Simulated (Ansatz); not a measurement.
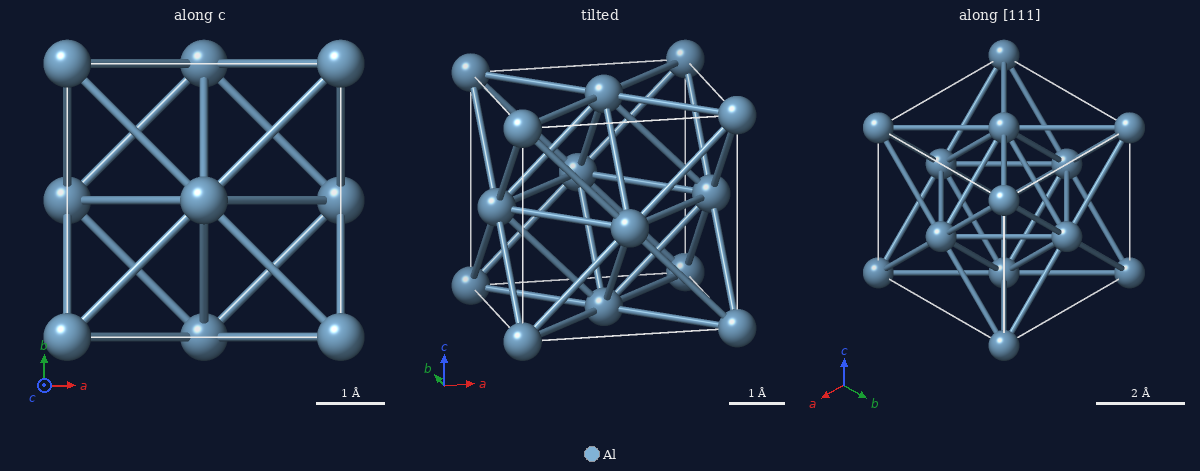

Drawn in the ball-and-stick manner and seen along the c axis, slightly off an axis and along [111]. The parallelepiped is the conventional unit cell.

Contacts drawn as bonds: Al–Al up to 2.95 Å (cut-off distances).

How many atoms belong to the cell?

Answer. 4 (aluminium), counting shared atoms by their share.

Give the crystal system and centring.

Answer. Face-centred cubic.

How far does the bonding extend?

Answer. The bonds build a three-dimensional framework.

Its origin is the standard structure of this element. The cell was then strained or its atoms displaced on purpose. A calculation with Ansatz used it as input.
